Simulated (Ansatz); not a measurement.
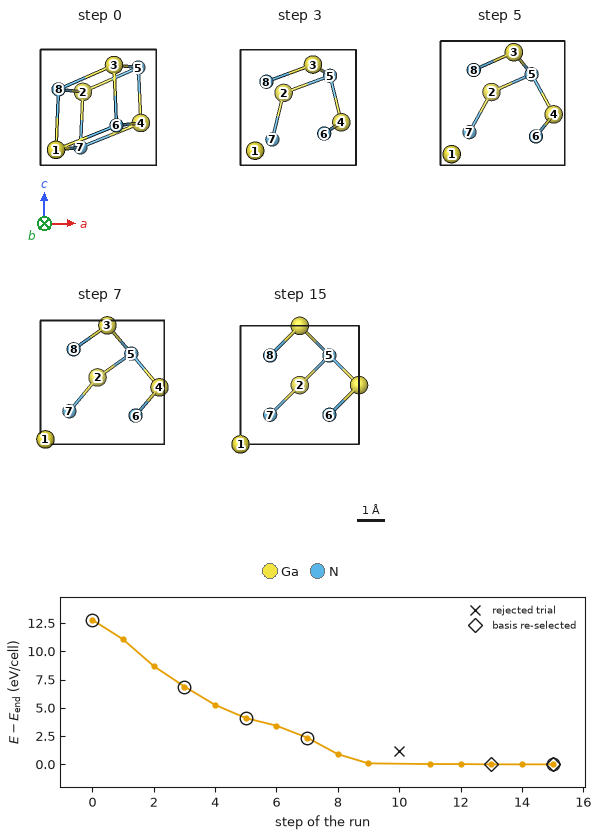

Frames of a relaxation of crystalline GaN (built on the FeSi (B20)_198 type) (coarse preliminary run), marked on the history of the run. A ball-and-stick model of the cell of the calculation, seen along the b axis.

Case: FeSi (B20) type (P2_13, No. 198).

Level of theory: DFT PBE, scalar-relativistic, plane waves, PAW (Ansatz 0.2.0). (plane-wave cutoff 420 eV; k-point mesh 4 × 4 × 4; occupations gaussian; smearing width 0.1 eV; no spin polarisation; cell and atoms relaxed; force threshold 0.04 eV/Å; at most 70 steps)

Describe the path.

Answer. The largest moves relative to the cell, 1.06 Å, are those of Ga1, Ga2, Ga3 and Ga4. Ga1 goes along [−1 −1 −1]. By element the largest moves are Ga 1.06 Å, N 0.74 Å. The drawn cell changes as follows: a = b = c 4.447 → 4.548 Å (+2.3 %); the volume changes by +7.0 %. Among the contacts that change: Ga1–N6 2.503 → 3.771 Å, Ga1–N6 (another image) 2.327 → 1.969 Å, Ga1–N5 2.230 → 1.969 Å. Bond angles that change, for instance: Ga2–N5–Ga3 71.7° → 109.5°, N5–Ga3–N7 74.2° → 109.5°, Ga1–N5–Ga2 137.4° → 109.5°. The space group (tolerance 0.01 Å) goes from P2_13 (No. 198) to F-43m (No. 216). Over 12 accepted moves (15 points after the start) the energy falls by 12.787 eV per cell of the calculation. Largest force component: 1.5 eV/Å at the start, 0.00056 eV/Å at the end. The pressure goes from −6.16 to 0.02 GPa. The line search rejected the trial step at point 10 of the run. At 2 points the geometry stayed and the basis and grid were re-selected for the new cell (energy shift of 25.1 meV per cell of the calculation at most each time). From step 0 to 3: N atoms move most (0.53 Å), volume −1.0 %, energy −5.901 eV per cell of the calculation. From step 3 to 5: N atoms move most (0.35 Å), volume +24.7 %, energy −2.788 eV per cell of the calculation. From step 5 to 7: Ga atoms move most (0.41 Å), volume −1.0 %, energy −1.734 eV per cell of the calculation. From step 7 to 15: Ga atoms move most (0.31 Å), volume −12.5 %, energy −2.365 eV per cell of the calculation.
